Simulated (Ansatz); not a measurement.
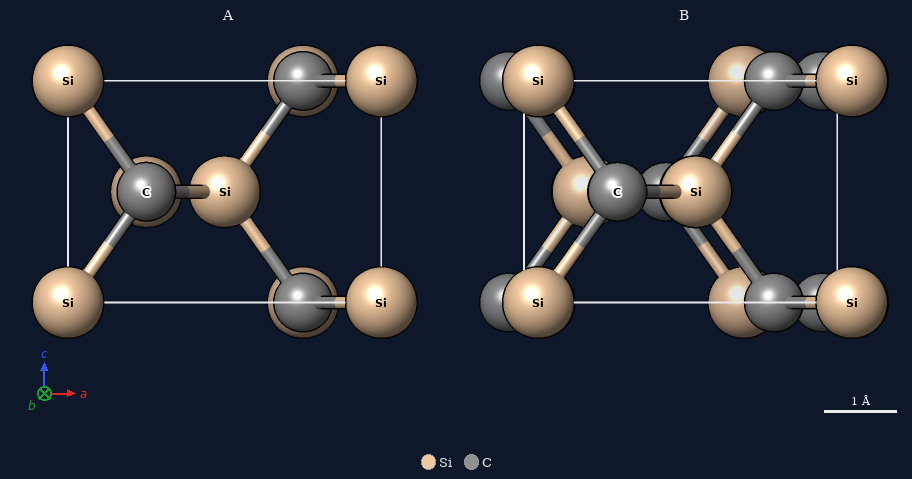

Two geometries of an interface cell of composition SiC, drawn at one scale. One is the start of a relaxation, the other its converged end. The picture is a ball-and-stick view of the cell of the calculation, reduced to other axes, seen along the b axis. Lengths and directions refer to the drawn axes.

Method: DFT PBEsol, scalar-relativistic, plane waves, PAW (Ansatz). Settings: plane-wave cutoff 420 eV; k-point mesh 10 × 6 × 2; occupations gaussian; smearing width 0.05 eV; no spin polarisation; cell relaxed at fixed a, b, alpha, beta, gamma; force threshold 0.02 eV/Å; at most 45 steps.

**Which of the two is the end point?**

Structure B is the relaxed one. Case: antiphase boundary on (1 1 0), species swapped. The largest moves relative to the cell, 0.22 Å, are those of Si atoms. Largest moves by element: Si 0.22 Å, C 0.22 Å. Cell: a unchanged at 4.357 Å, b 18.485 → 18.643 Å (+0.9 %), c unchanged at 3.081 Å. Volume +0.9 %. Some distances before and after: Si–Si 1.887 → 2.301 Å, C–C 1.887 → 1.608 Å, C–Si 1.887 → 1.921 Å, C–Si 1.887 → 1.870 Å. Bond angles that change, for instance: C–Si–Si 109.5° → 104.2°, Si–C–Si 109.5° → 105.4°, C–Si–C 109.5° → 113.4°. After 4 accepted moves (6 points after the start) the energy has fallen by 4.396 eV per cell of the calculation. The largest force component goes from 8.3 to 0.011 eV/Å. The pressure goes from 8.46 to 1.31 GPa. The line search rejected the trial step at point 2 of the run. The SCF was repeated once at an unchanged geometry on a basis and grid sized afresh for the cell, which shifted the energy by 3.9 meV per cell of the calculation at most.
